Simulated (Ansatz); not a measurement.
Geometry optimisation.

Program: Ansatz.

```
crystal:
  lattice:
    - [11.7, 0.0, 0.0]
    - [0.0, 9.3, 0.0]
    - [0.0, 0.0, 5.181074124]
  atoms:
    - { symbol: Ti, position: [0.3837579523, 0.5, 0.0], spin: 1.5 }
    - { symbol: Ti, position: [0.3837579523, 0.5, 0.5], spin: 1.5 }
    - { symbol: Ti, position: [0.6162420477, 0.5, 0.0], spin: 1.5 }
    - { symbol: Ti, position: [0.6162420477, 0.5, 0.5], spin: 1.5 }
basis:
  ecutwfc: 420
kpoints:
  mp_grid: { grid: [1, 1, 13] }
hamiltonian:
  xc: pbe
scf:
  occupations: { method: gaussian, width: 0.05 }
output:
  forces: true
  stress: true
  eigenvalues: true
  populations: true
  write_density: true
  write_potential: true
  elf: true
  volumetric_format: npy
magnetization:
  spin_polarized: true
relax:
  adjacent_minimum: "off"
  f_tol: 0.01
  max_steps: 45
  cell: { fix: [a, b, alpha, beta, gamma], stress_tol: 0.03 }
```

Command:
```bash
ansatz run input.yaml --threads 2 --pin off --max-ram 5120MiB --backend cpu --events-out ev --progress --plain --runs-dir out
```

Question: How does the optimisation go?

Answer: The optimisation met its thresholds at geometry 6, counting the start as the first. The energy fell by about 63 meV/atom from the first step to the last. Step 4 went uphill and was rejected by the line search. The largest force component goes from about 0.68 eV/Å at the start to 5 × 10⁻³ eV/Å at the end. The volume grows from 140.9 to 147.0 Å³ per atom (+4 %), overshooting to 152.8 at step 4, as the pressure goes from −0.028 GPa to about 0 GPa.

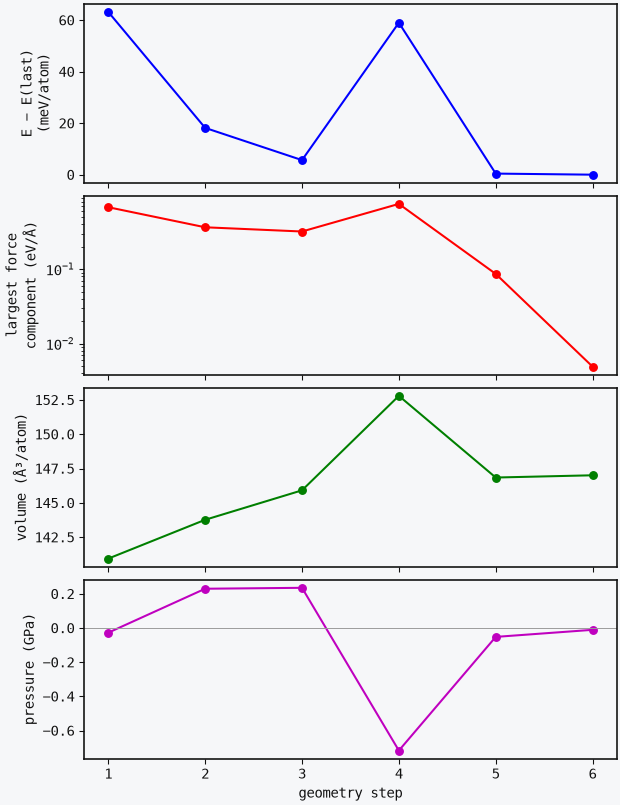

History of the run, step by step. A closing SCF on a freshly chosen basis isn't drawn.
